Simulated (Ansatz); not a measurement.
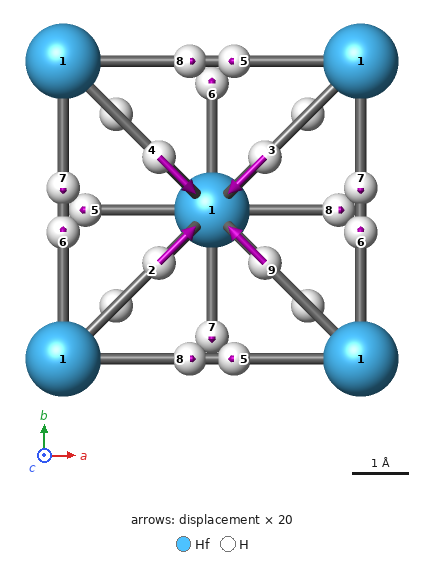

A relaxation of crystalline HfH₈ (a generated structure, set up in I4/mmm). The starting structure is drawn; purple arrows show the displacements (the part carried along by the change of the cell is left out), 20 times their true length.

A ball-and-stick model of the conventional cell (2 times the calculation's cell), seen along the c axis. Lengths and directions refer to the drawn axes.

Method: DFT PBE, scalar-relativistic, plane waves, PAW in Ansatz 0.2.0. Set-up: plane-wave cutoff 420 eV; k-point mesh 14 × 14 × 14; occupations gaussian; smearing width 0.1 eV; no spin polarisation; cell and atoms relaxed; force threshold 0.01 eV/Å; at most 80 steps.

What happened in the run?

Answer. After 6 accepted moves (8 points after the start) the energy has fallen by 1.0 meV per atom. The largest force component goes from 0.059 to under 0.0001 eV/Å. The pressure goes from 0.07 to 0.01 GPa. The SCF was repeated twice at an unchanged geometry on a basis and grid sized afresh for the cell, which shifted the energy by 0.2 meV per atom at most. The largest moves relative to the cell, 0.047 Å, are those of H2, H3, H4 and H9. H2 goes along [1 1 0]. Hf stays in place. Cell: a = b 5.318 → 5.368 Å (+1.0 %), c 3.468 → 3.456 Å (−0.3 %). Volume +1.6 %. Among the contacts that change: Hf1–H2 2.422 → 2.492 Å, Hf1–H5 2.262 → 2.290 Å, Hf1–H2 (another image) 2.190 → 2.165 Å, Hf1–Hf1 3.468 → 3.456 Å. The space group stays I4/mmm (No. 139). The run took 4.6 min on 1 thread of Arm Neoverse N1, with other jobs on the host, peak memory 0.53 GiB.
